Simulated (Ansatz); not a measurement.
GaN

Input file:

```
crystal:
  lattice:
    - [2.688489775, 0.0, 0.0]
    - [0.0, 2.688489775, 0.0]
    - [0.0, 0.0, 2.688489775]
  atoms:
    - { symbol: Ga, position: [0.0, 0.0, 0.0] }
    - { symbol: "N", position: [0.5, 0.5, 0.5] }
kpoints:
  mp_grid: { grid: [10, 10, 10] }
  band_path:
    path: [[0.0, 0.0, 0.0], [0.0, 0.5, 0.0], [0.5, 0.5, 0.0], [0.5, 0.5, 0.5]]
    npoints: 1
hamiltonian:
  xc: r2scan
  dispersion: rvv10
scf:
  occupations: { method: fermi_dirac, width: 0.03 }
  n_extra_bands: 4
output:
  forces: true
  stress: true
  eigenvalues: true
  write_density: true
  write_potential: true
  elf: true
  volumetric_format: npy
```

Launched as:

```sh
ansatz run input.yaml --threads 2 --pin off --max-ram 2211MiB --backend cpu --events-out ev --progress --plain --runs-dir out
```

Below, planes, directions and counts refer to the conventional cell (a = 2.69 Å, b = 2.69 Å, c = 2.69 Å, α = 90.00°, β = 90.00°, γ = 90.00°).

Space group Pm-3m; a structure from a database of computed crystals, not necessarily the ambient phase; started from the CsCl-221 prototype, which need not be the ambient phase.

Theory: DFT, r2SCAN+rVV10, plane waves, PAW in Ansatz.

Core electrons are frozen (PAW), and the valence fields are smoothed inside the atomic spheres.

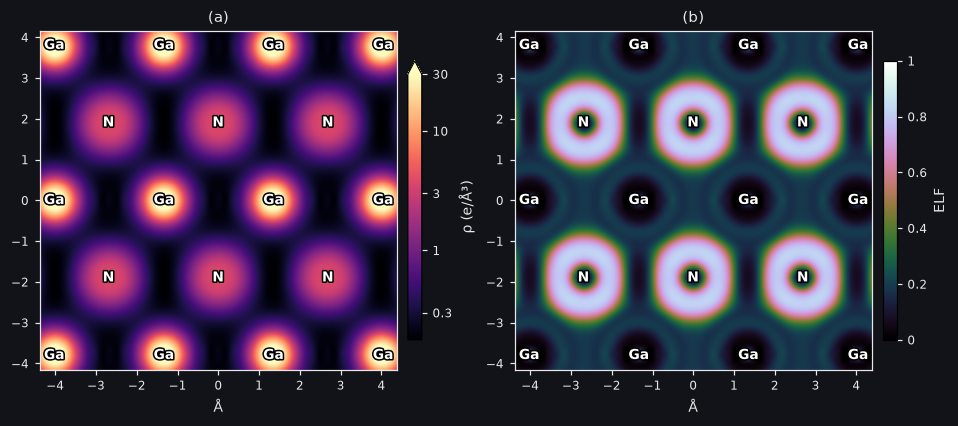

Figure 1. (a) valence electron density; (b) ELF on the (101) plane of the conventional cell.

Question: What do the fields say about this system?

Answer:
- The plane passes through Ga and N nuclei.
- Ga–N (2.33 Å): ρ is about 0.35 e/Å³ halfway; the ELF peaks at about 0.85 in the valence shell of N, 0.6 Å from its nucleus, and is about 0.30 at the midpoint.
- Between the atoms the lowest density in this plane is 0.18 e/Å³.

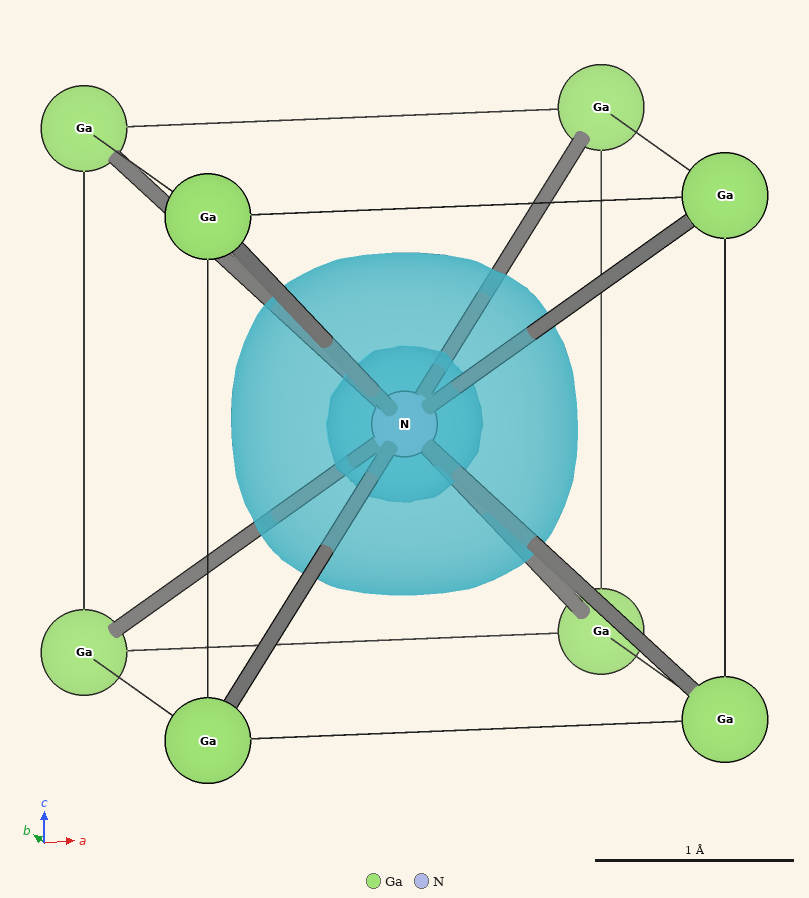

Figure 2. Isosurface of the ELF at 0.65 (cyan), seen slightly off an axis. Only the valence region is drawn (cores and ρ < 0.01 e/Å³ removed). Sticks mark near contacts.

Question: Where are the electrons localised?

Answer: The surface consists of one region wrapped around N (its valence shell), counted in one cell of 2 atoms. Any copies at cell faces, edges or corners count once.
